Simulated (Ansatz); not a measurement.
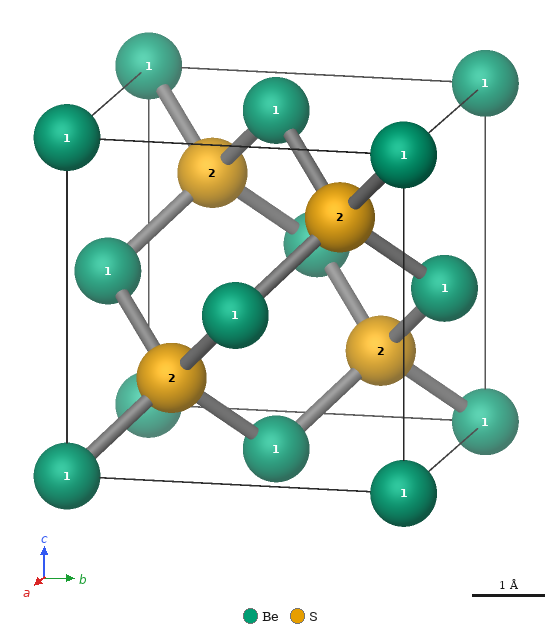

This is crystalline BeS (built on the zincblende type) at its r2SCAN-relaxed geometry. Style: ball-and-stick. Shown: the conventional cell (4 times the calculation's cell), slightly off an axis. Lengths and directions refer to the drawn axes.

Theory: DFT, HSE06, plane waves, PAW in Ansatz 0.2.0. Set-up: plane-wave cutoff 420 eV; k-point mesh 6 × 6 × 6; occupations fixed; no spin polarisation.

Change: The cell is strained by +2.3 % along b and −3.0 % across it (volume −3.8 %). The atoms and the free axis were relaxed with r2SCAN under that strain, and this is a single point on that geometry.

Input file:
```yaml
crystal:
  lattice:
    - [0.0, 2.3612770434, 2.4893639833]
    - [2.3612770434, 0.0, 2.4893639833]
    - [2.3612770434, 2.3612770434, 0.0]
  atoms:
    - { symbol: Be, position: [0.0, 0.0, 0.0] }
    - { symbol: S, position: [0.25, 0.25, 0.25] }
kpoints:
  mp_grid: { grid: [6, 6, 6] }
  band_path:
    path:
      - [0.0, 0.0, 0.0]
      - [-0.5, -0.5, 0.0]
      - [-0.375, -0.375, 0.25]
      - [-0.375, 0.0, 0.375]
      - [0.0, 0.0, 0.5]
      - [-0.5, -0.25, 0.25]
      - [-0.0375, 0.0, 0.0375]
      - [0.0, 0.5, 0.5]
    npoints: 1
hamiltonian:
  xc: hse06
scf:
  occupations: { method: fixed }
  n_extra_bands: 4
output:
  forces: true
  stress: true
  eigenvalues: true
```

Q: What does the calculation give for the changed structure?

A: Near-neighbour distances before and after: Be–S 2.108 → 2.083 Å. The space group (tolerance 0.01 Å) goes from F-43m (No. 216) to I-4m2 (No. 119). It costs 12.4 meV per atom. The pressure goes from −0.9 to 3.0 GPa. The principal stresses (compression positive) are −1.0 GPa along b and 5.0 GPa across it. All forces vanish by symmetry. The band gap goes from 4.09 to 3.74 eV.

The changed structure in the same view:

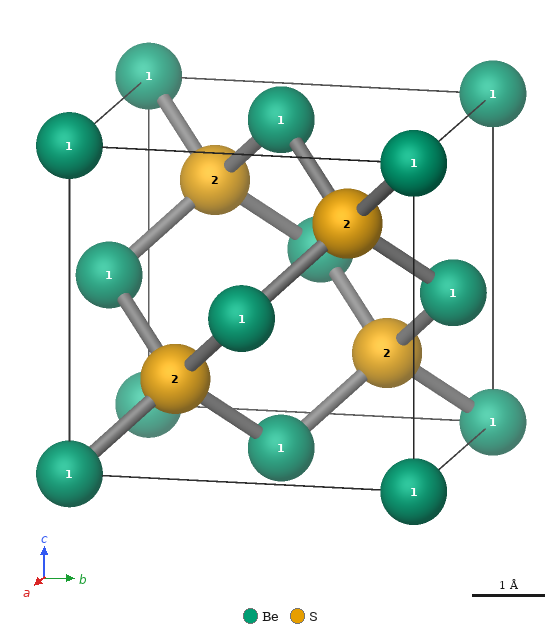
